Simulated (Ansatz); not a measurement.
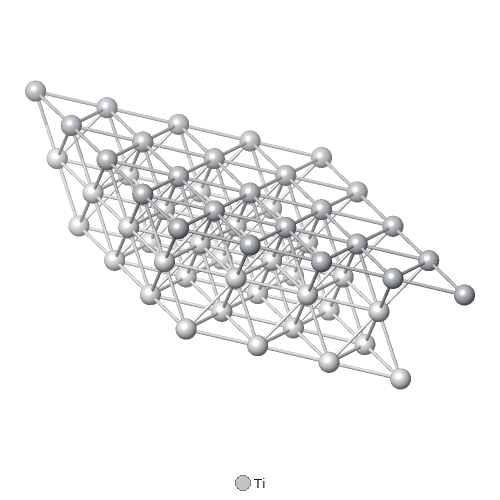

The system is C on a Ti(111) slab cut from the Fm-3m phase, its upper half relaxed before the scan (12 atoms of substrate and one adsorbate in a 2 × 2 cell); the picture shows it without the atoms that are moved over the map. C is moved over the surface cell; relaxed at each place: the height of the adsorbate's atoms; substrate rigid; the origin of the map has the adsorbate above Ti9. Places are given modulo a cell vector. The map is drawn in real space over the plane of the surface. Grid: 6 × 6 points; 10 points were computed and 26 follow by symmetry. Places are given in fractions of the 1 × 1 surface cell. Energies: eV, counted from the lowest grid point. Computed with DFT PBE, scalar-relativistic, plane waves, PAW in Ansatz. Settings: cutoff 420 eV, k-mesh 6×6×1, gaussian smearing 0.1 eV, no spin polarisation.

Range: position of C13 along the first surface vector from 0.000 to 0.833; position of C13 along the second surface vector from 0.000 to 0.833.

> What landscape does the calculation give?

The lowest grid point is at a threefold hollow over a second-layer Ti atom, (2/6, 4/6) of the cell vectors. There is a further well near a threefold hollow over a third-layer Ti atom, (4/6, 2/6) of the cell vectors (0.010 eV above the lowest at that grid point). The highest grid point, the top site over a surface Ti atom, (0/6, 0/6) of the cell vectors, lies 2.96 eV above the lowest. On the interpolated surface the easiest way out of the lowest well to the well at a threefold hollow over a third-layer Ti atom, (4/6, 2/6) of the cell vectors passes a barrier of about 0.91 eV. At the lowest point the adsorbate has 3 Ti at 1.96 Å as nearest neighbours, at the highest 1 Ti at 1.78 Å. Its relaxed height above the top atom is 1.00 Å at the lowest and 1.78 Å at the highest point.

```csv
"second ↓, first →",0/6,1/6,2/6,3/6,4/6,5/6
5/6,2.76,2.27,0.99,0.99,2.27,2.76
4/6,2.00,0.99,0.00,0.99,2.00,2.28
3/6,0.91,0.99,0.99,0.91,0.95,0.95
2/6,2.00,2.27,2.00,0.95,0.01,0.95
1/6,2.76,2.76,2.28,0.95,0.95,2.28
0/6,2.96,2.76,2.00,0.91,2.00,2.76
```

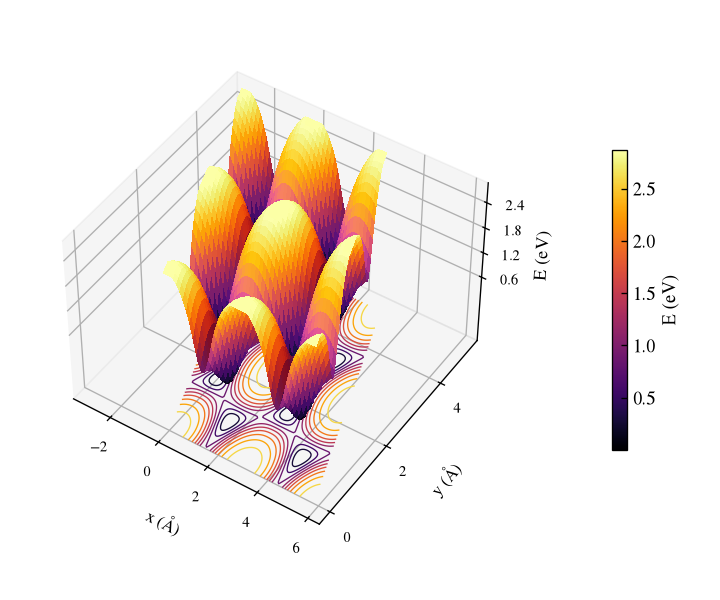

The picture shows a relief with its contours projected below, any walls above the top of the colour scale cut off. Between grid points the surface is interpolated.

Each point was launched as `ansatz run input.yaml --threads 2 --pin off --max-ram 6144MiB --backend cpu --events-out ev --progress --plain --runs-dir out`. Time for the 10 points that were run: 27 min on 2 threads of Intel(R) Xeon(R) Platinum 8259CL CPU @ 2.50GHz (Skylake/Cascade Lake) (shared host).

PAW datasets: the set soft_1.
